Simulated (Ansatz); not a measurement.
Single-point calculation of Zr5N6 (part 2 of 2)

Zr5N6 (slab, 11 atoms in the cell); DFT LDA, scalar-relativistic, plane waves, PAW, no spin polarisation (Ansatz 0.2.0); cutoff 420 eV, 12×12×1 k-mesh, Gaussian smearing of 0.1 eV. The structure derives from an entry of the Crystallography Open Database. It belongs to a series of runs on one base structure; here: functional: lda.

Geometry of the input (Å; fractional positions):
```
3.2489  0.0000  0.0000
-1.6245  2.8136  0.0000
0.0000  0.0000  28.2636
N  0.3333  0.6667  0.2654
Zr 0.6667  0.3333  0.3123
N  0.0000  0.0000  0.3592
Zr 0.3333  0.6667  0.4061
N  0.6667  0.3333  0.4531
Zr 0.0000  0.0000  0.5000
N  0.3333  0.6667  0.5469
Zr 0.6667  0.3333  0.5939
N  0.0000  0.0000  0.6408
Zr 0.3333  0.6667  0.6877
N  0.6667  0.3333  0.7346
```

Output, continued
```
  k-point 0: bands = ["-45.6194", "-45.5656", "-45.5199", "-44.2475", "-44.2475", "-24.3236", "-23.9586", "-23.5331", "-23.3914", "-23.3914", "-23.3488", "-23.3488", "-23.3231", "-23.3231", "-22.4498", "-22.4419", "-22.0102", "-22.0102", "-22.0102", "-22.0102", "-11.9809", "-11.3031", "-10.5915", "-10.1422", "-7.5747", "-7.5694", "-3.3842", "-2.2447", "-1.6303", "-1.6303", "-0.9472", "-0.9472", "-0.8987", "-0.0713", "-0.0713", "0.3658", "0.7383", "0.7383", "2.5476", "2.7721", "3.3855", "3.3855", "3.6232", "3.6232", "3.8651", "3.8902", "3.8902", "4.5266", "4.6389", "4.6389", "5.4400", "5.7163", "5.7163", "6.2508", "6.2508", "6.7243"]
  k-point 1: bands = ["-45.6118", "-45.5595", "-45.5152", "-44.2415", "-44.2415", "-24.2991", "-23.9505", "-23.5540", "-23.4433", "-23.4106", "-23.3973", "-23.3749", "-23.3612", "-23.3285", "-22.4373", "-22.4312", "-22.0685", "-22.0683", "-22.0220", "-22.0220", "-11.8710", "-11.2346", "-10.5788", "-10.2044", "-7.5656", "-7.5630", "-3.2575", "-2.2621", "-1.5741", "-1.5035", "-1.2599", "-0.9123", "-0.5930", "-0.3686", "-0.0821", "0.3719", "0.4361", "0.6222", "2.4329", "2.4888", "3.2554", "3.4365", "3.4961", "3.5840", "3.7616", "4.0713", "4.0900", "4.4822", "4.7842", "4.8212", "5.5171", "5.7389", "5.8391", "6.3290", "6.3803", "6.7009"]
  k-point 2: bands = ["-45.5905", "-45.5425", "-45.5026", "-44.2251", "-44.2251", "-24.2316", "-23.9413", "-23.6645", "-23.5796", "-23.5350", "-23.4585", "-23.4371", "-23.3948", "-23.3473", "-22.4060", "-22.4032", "-22.2232", "-22.2228", "-22.0540", "-22.0540", "-11.5825", "-11.0720", "-10.5609", "-10.3624", "-7.5303", "-7.5299", "-2.9177", "-2.2370", "-1.6021", "-1.4482", "-1.2242", "-0.8458", "-0.8020", "-0.5352", "-0.2338", "-0.1241", "0.2814", "0.3973", "2.0915", "2.2110", "2.7862", "3.3345", "3.4581", "3.4843", "3.6408", "4.1529", "4.4103", "4.4960", "5.2580", "5.2969", "5.3703", "6.0992", "6.1548", "6.6031", "6.7248", "6.9606"]
  k-point 18: bands = ["-45.4694", "-45.4605", "-45.4605", "-44.1459", "-44.1459", "-24.0967", "-24.0967", "-24.0521", "-23.9401", "-23.8716", "-23.8716", "-23.6078", "-23.6078", "-23.5574", "-22.5822", "-22.5816", "-22.5506", "-22.5506", "-22.2690", "-22.2690", "-10.8459", "-10.8459", "-10.4278", "-10.4267", "-7.1870", "-7.1870", "-2.3205", "-2.1335", "-2.1335", "-1.4551", "-1.4551", "-1.1001", "-1.1001", "-1.0755", "-0.7499", "-0.7499", "-0.5769", "-0.5687", "1.8880", "1.8893", "3.0344", "3.0344", "3.3774", "3.3774", "4.6526", "4.6526", "4.7493", "5.5308", "5.6563", "5.6563", "6.6552", "6.6552", "6.9036", "7.9231", "7.9231", "8.0377"]
```

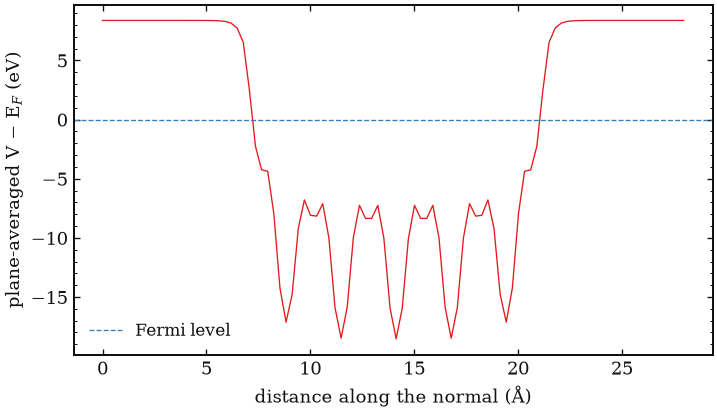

**Figure 1.** Plane average of the electrostatic potential energy of an electron across the cell, from the Fermi level. The vacuum level lies 8.37 eV above the Fermi level.

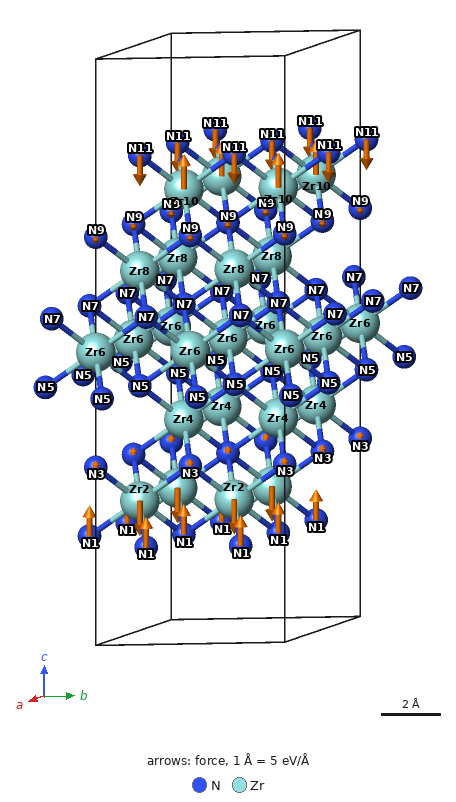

**Figure 2.** Forces on the atoms as orange arrows (ball-and-stick view of the 2 × 2 repeat of the cell, with the vacuum cut short, seen slightly off an axis; bonded neighbours outside the cell are drawn too; atoms are numbered from 1 in the order of the input); the smallest are left out. The largest act on Zr2, Zr10 (6.09 eV/Å); N1, N11 (5.34 eV/Å). The geometry is not a stationary point of this energy.

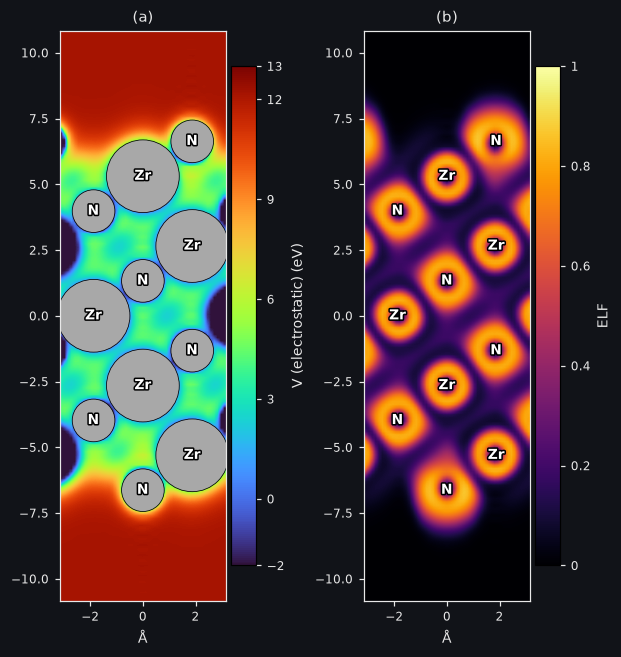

**Figure 3.** (a) electrostatic potential energy of an electron; (b) electron localisation function on the (110) plane of the calculation cell, a cut from vacuum to vacuum. Grey discs, where drawn, cover atomic cores. Zr–N (2.30 Å): the ELF peaks at about 0.80 in the valence shell of N, 0.7 Å from its nucleus, and drops to about 0.20 between the two atoms (a polar contact without a shared pair, in a metal). The strong features right at Zr lie inside the PAW spheres (semicore, d or f shells) and say nothing about bonding. Core electrons are frozen (PAW), so the fields are smoothed inside the atomic spheres.

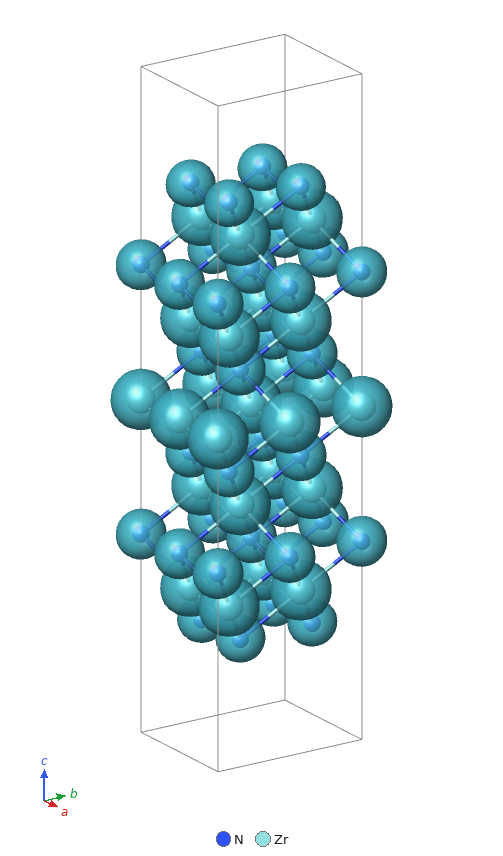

**Figure 4.** Isosurface of the valence charge density (pseudo) at 1 e/Å³ (cyan), seen slightly off an axis. Sticks mark near contacts. At this value the density breaks into separate islands; it holds about 60 % of the electrons treated as valence (semicore included). It is pinched off along the Zr–N (2.30 Å) contacts. On the grid the lowest density along these lines, outside the cores, is 0.46 e/Å³ (Zr–N, 2.30 Å).

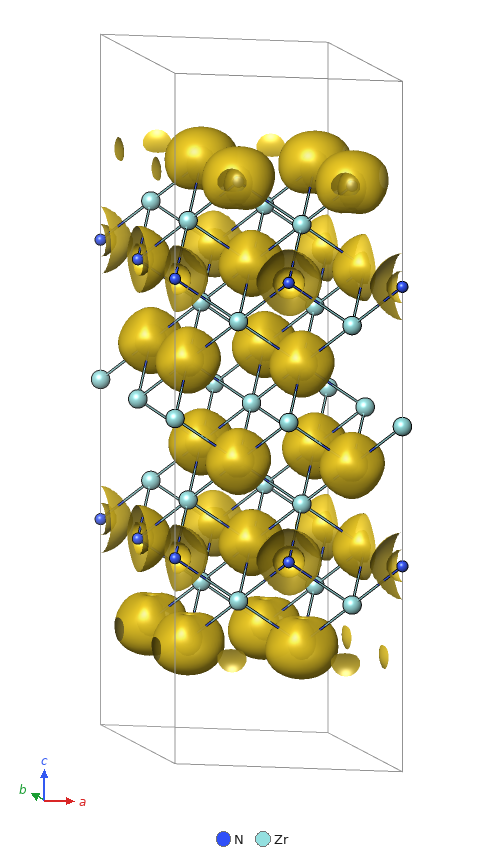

**Figure 5.** Isosurface of the ELF at 0.7 (yellow), seen slightly off an axis. Only the valence region is drawn (cores and ρ < 0.01 e/Å³ removed). Sticks mark near contacts. Values along the shortest contacts: Zr–N (2.30 Å): the ELF peaks at about 0.80 in the valence shell of N, 0.7 Å from its nucleus, and drops to about 0.15 between the two atoms (no shared pair; the contact is polar).

Key numbers

| quantity | value |
| --- | --- |
| outcome | converged |
| electrons treated | 90 |
| free energy | −22645.0501 eV |
| work function, top face | 8.37 eV |
| work function, bottom face | 8.37 eV |
| Fermi energy | 3.772 eV |
| gap on the k-point mesh | none (metallic) |
| work function (upper face) | 8.37 eV |
| largest force (length of the vector) | 6.088 eV/Å |
| hardware | 1 thread of Intel Xeon @ 2.90GHz (Ice Lake), 32 GiB of memory available, shared host |
| wall time | 32 s |
| peak memory | 0.58 GiB |

Notes

The program warns: the exchange-correlation potential is rough where the density is thin.
